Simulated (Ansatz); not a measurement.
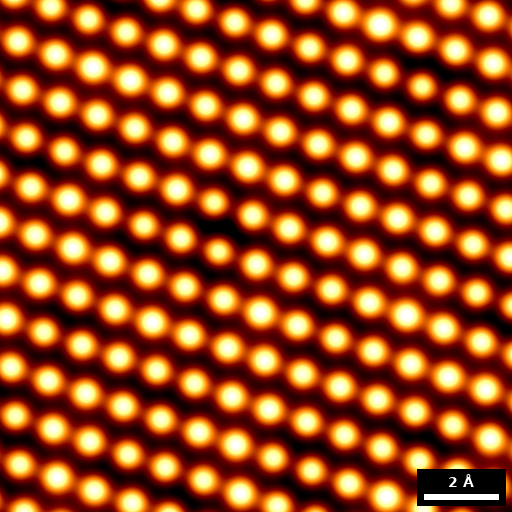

Z-contrast image of Co (Fd-3m, No. 227). Simulated incoherent Z contrast: every atom adds Z^1.7 spread by a probe of 0.74 Å full width; channelling and multiple scattering are left out. The probe carries 15 % of its weight in a tail 2.5 times as wide. The speckle of an amorphous layer was added. Structure used: the geometry relaxed with DFT, m-r2SCAN, plane waves (500 eV) with PAW, scalar-relativistic (Ansatz 0.2.0); the starting structure was generated, so it need not be a known form of this composition.

```
CELL_PARAMETERS angstrom
4.85392 0.00000 0.00000
0.00000 4.85392 0.00000
0.00000 0.00000 4.85392
ATOMIC_POSITIONS crystal
Co 0.75000 0.75000 0.75000
Co 0.00000 0.50000 0.00000
Co 0.75000 0.25000 0.25000
Co 0.00000 0.00000 0.50000
Co 0.25000 0.75000 0.25000
Co 0.50000 0.50000 0.50000
Co 0.25000 0.25000 0.75000
Co 0.50000 0.00000 0.00000
```

### Along which zone axis is the crystal seen: [210], [110], [001] or [111]? (Directions equivalent by symmetry count as one.)

[210]. The projected cells are 1.09 × 1.33 Å, 114° for [210]; 2.97 × 2.97 Å, 109° for [110]; 1.72 × 1.72 Å, 90° for [001]; 1.98 × 1.98 Å, 120° for [111], and the image repeats as the [210] one does.
